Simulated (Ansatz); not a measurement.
**Energy of Si along a strain of the cell**

System: Si (2 atoms in the cell).
Method: DFT PBE, scalar-relativistic, plane waves, PAW, no spin polarisation (Ansatz 0.2.0).

The 8 runs differ only in the geometry, by a strain of the cell at fixed fractional positions. Against run 5, the strain is εxz = η. The structure derives from an entry of the Crystallography Open Database.

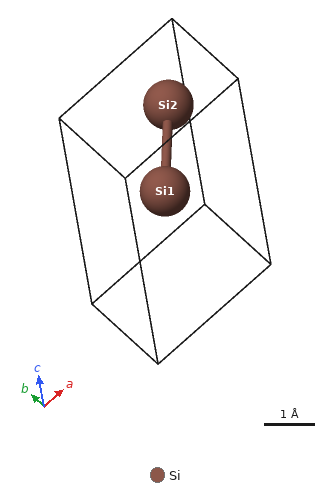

Figure 1. The structure of run 5 (ball-and-stick view of the reduced cell, seen slightly off an axis; atoms are numbered from 1 in the order of the input).

**Input of run 5**
```yaml
crystal:
  lattice:
    - [0.0101830125, 2.71547, 2.71547]
    - [2.7256530125, 0.0, 2.7256530125]
    - [2.71547, 2.71547, 0.0101830125]
  atoms:
    - { symbol: Si, position: [0.5, 0.5, 0.5] }
    - { symbol: Si, position: [0.75, 0.75, 0.75] }
basis:
  ecutwfc: 420
kpoints:
  mp_grid: { grid: [10, 10, 10] }
hamiltonian:
  xc: pbe
scf:
  occupations: { method: gaussian, width: 0.05 }
output:
  forces: true
  stress: true
  eigenvalues: true
```

Lattice vectors (Å) and fractional positions of run 5:
```
   0.010183    2.715470    2.715470
   2.725653    0.000000    2.725653
   2.715470    2.715470    0.010183
Si  0.500000  0.500000  0.500000
Si  0.750000  0.750000  0.750000
```

Run 2 differs from it as follows:
```diff
-    - [0.0101830125, 2.71547, 2.71547]
-    - [2.7256530125, 0.0, 2.7256530125]
-    - [2.71547, 2.71547, 0.0101830125]
+    - [-0.01357735, 2.71547, 2.71547]
+    - [2.70189265, 0.0, 2.70189265]
+    - [2.71547, 2.71547, -0.01357735]
```

**Results, with one run withheld**

| run | strain parameter η (%) | free energy per atom, from the lowest run given (meV) | pressure (GPa) | gap on the mesh (eV) |
| --- | --- | --- | --- | --- |
| 1 | −1.3750 | 2.61 | 2.06 | 0.54 |
| 2 | −0.8750 | ? | ? | ? |
| 3 | −0.2500 | 0.00 | 2.01 | 0.58 |
| 4 | −0.1250 | 0.12 | 2.01 | 0.57 |
| 5 | 0.0000 | 0.33 | 2.02 | 0.57 |
| 6 | 0.2500 | 0.99 | 2.03 | 0.56 |
| 7 | 0.3750 | 1.45 | 2.04 | 0.55 |
| 8 | 0.5000 | 1.99 | 2.05 | 0.55 |

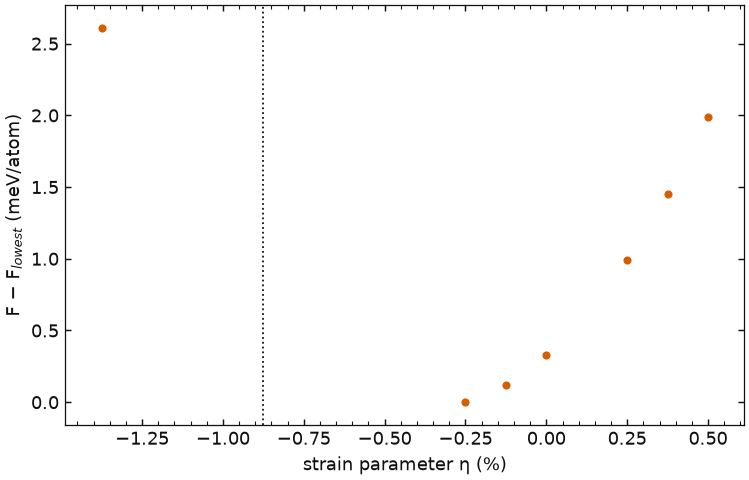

Figure 2. Free energy per atom of the runs given; the dotted line marks run 2.

Fit the runs given and predict run 2.

A cubic polynomial in the coordinate, fitted to the 7 runs given, misses them by under 0.01 meV per atom. With x = η + 0.0893, it reads F = 0.17241 + 1.5061 x + 2.6688 x² + 0.017716 x³ (meV per atom). At run 2 it gives 0.63 meV per atom, and the run itself gives 0.62. The fit has its minimum at η = −0.3723 %. The gap on the mesh lies between 0.54 eV (run 1) and 0.58 eV (run 3); run 2 has 0.56 eV. These are gaps of this functional on this mesh, which can miss the band edges; they aren't the measured gap.

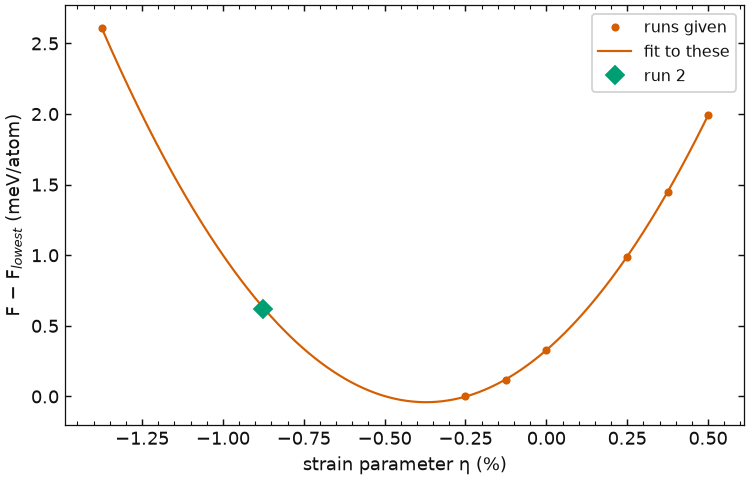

Figure 3. The fit and the withheld run.

**Output, shortened to warnings, some set-up lines, iterations and results (run 2)**
```
Basis set: ecut = 420 eV, 757 PW (Γ), exchange–correlation on 54×54×54 points (8 copies of the dense FFT grid, shifted against one another)
Symmetry: 8 space group operations
k-points: 171 of 1000
Initial density: superposition of atomic densities (neutral atoms: chi_scale 0, normalization atom), corrected by the library's trained network
[...]
SCF iter   1: F=—  HF=-1271.612493 eV  |F-HF|=—  |Δ(HF+E_count)|=         —  Δρ=1.15e-3  dr2=2.85e-4  ethr=1.77e-3  ⟨swp⟩=6.0  Hψ=12245  notcnv=0
SCF iter   2: F=—  HF=-1271.612866 eV  |F-HF|=—  |Δ(HF+E_count)|=   3.72e-4  Δρ=4.82e-4  dr2=4.75e-5  ethr=3.57e-6  ⟨swp⟩=2.3  Hψ=3395  notcnv=0
SCF iter   3: F=—  HF=-1271.612912 eV  |F-HF|=—  |Δ(HF+E_count)|=   4.63e-5  Δρ=9.32e-5  dr2=2.24e-6  ethr=5.93e-7  ⟨swp⟩=2.1  Hψ=2074  notcnv=0
SCF iter   4: F=—  HF=-1271.612913 eV  |F-HF|=—  |Δ(HF+E_count)|=   1.23e-6  Δρ=2.19e-5  dr2=1.48e-7  ethr=2.80e-8  ⟨swp⟩=2.0  Hψ=2052  notcnv=0
SCF iter   5: F=-1271.612913 eV  HF=-1271.612913 eV  |F-HF|=8.41e-10  |Δ(HF+E_count)|=   2.68e-8  Δρ=2.67e-6  dr2=1.34e-9  ethr=1.84e-9  ⟨swp⟩=2.0  Hψ=2052  notcnv=0
SCF iter   6: F=-1271.612913 eV  HF=-1271.612913 eV  |F-HF|=7.05e-12  |Δ(HF+E_count)|=  9.26e-10  Δρ=3.57e-7  dr2=3.58e-11  ethr=1.68e-11  ⟨swp⟩=1.2  Hψ=4260  notcnv=0
SCF 1 converged in 6 iterations: F = -1271.612913 eV  dr2 = 3.58e-11
SCF converged after 6 iterations
Free energy (F): -1271.612913 eV
Harris-Foulkes:  -1271.612913 eV  (|F-HF|=7.05e-12)
Internal energy: -1271.612913 eV  (E = F + TS)
E sigma→0 (E₀):  -1271.612913 eV
Fermi energy:    6.519759 eV
--- Per-component energies (eV) ---
  E_band       = 9.319661
  E_kinetic    = 80.848504
  E_local      = -54.839737  (includes V_loc(G=0)·N_el)
  E_nonlocal   = 52.027445
  E_hartree    = 14.919911
  E_xc         = -110.436870
  E_vxc        = -93.565683  (∫ρ·V_xc dr)
  E_paw        = -1025.612846  (= ΣΔE_a)
  E_vpaw       = -4.990726  (= ΣTr[D̂ρ^β])
  E_aug_tail   = 0.000012  (compensation charges beyond the density's cutoff)
  E_ewald      = -228.519332
  E_smearing   = -0.000000  (= −TS)
  E_closure    = 0.000000  (closes the sum)
  Σ components = -1271.612913   (vs F -1271.612913, Δ=0.00e0)
--- Forces (eV/Å), atoms counted from 1 ---
  atom   1  Si    -0.00000000    -0.09989945    -0.00000000
  atom   2  Si     0.00000000     0.09989945     0.00000000
  max |Σ_I F_I| component: 1.39e-17 eV/Å
--- Stress (GPa, compression-positive) ---
        2.024547       0.000000       1.050059
        0.000000       2.020987      -0.000000
        1.050059      -0.000000       2.024547
  P = ⅓ Tr σ = 2.0234 GPa (20.234 kbar)
```
